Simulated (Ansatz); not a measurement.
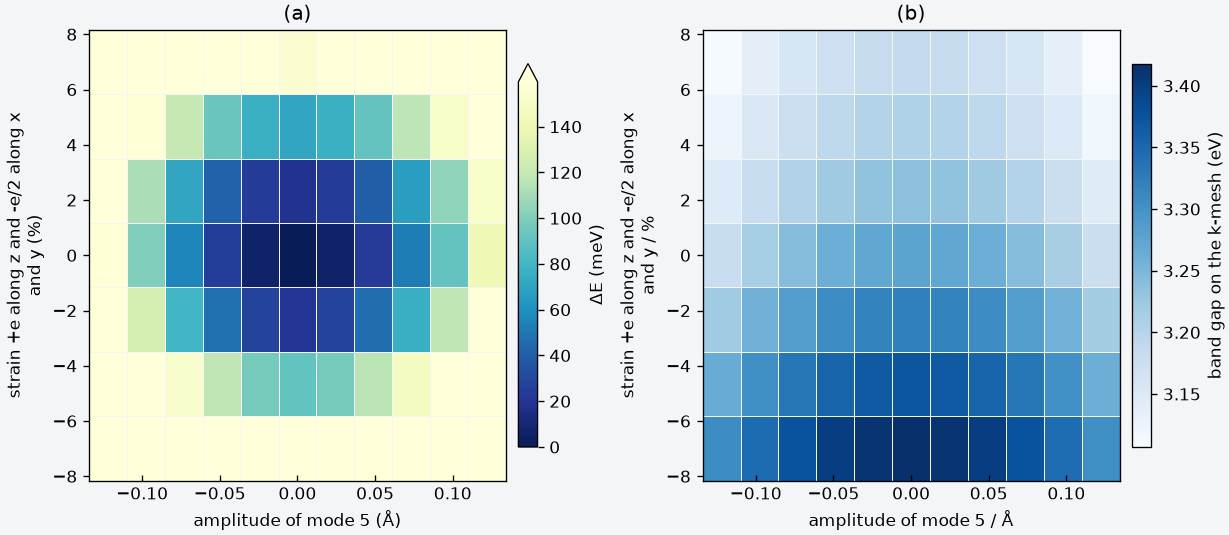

MgO (P6_3/mmc, No. 194; 4 atoms in the cell). The energy is mapped over a normal mode and a strain (zone-centre modes of the 4-atom cell of this scan) (x along [1 0 0], y along [1 2 0], z along [0 0 1] of the conventional cell). The first coordinate is: amplitude of mode 5 (288 cm⁻¹), largest displacement in the unstrained cell; the second: strain +e along z and -e/2 along x and y. Nothing is relaxed (the pattern is fixed in fractional coordinates). The grid has 11 × 7 points. Points are written as (first, second). Energies: meV per cell, counted from the lowest grid point. These are results of DFT PBEsol, scalar-relativistic, plane waves, PAW in Ansatz 0.2.0, not measurements. Settings: cutoff 520 eV, k-mesh 9×9×6 in the order of the run's cell vectors, gaussian smearing 0.05 eV, no spin polarisation.

Panel (a) is the energy and panel (b) the computed band gap on the k-mesh on the same grid.

The picture shows one coloured cell a grid point, one colour for all values above the top of the scale.

**How does the band gap on the k-mesh vary over the map, and what is it at the lowest grid point?**

It runs from 3.11 eV at (0.122 Å, 7.00 %) to 3.42 eV at (0.000 Å, −7.00 %). At the lowest grid point, (0.000 Å, 0.00 %), it is 3.28 eV.

PAW datasets: the set soft_1.
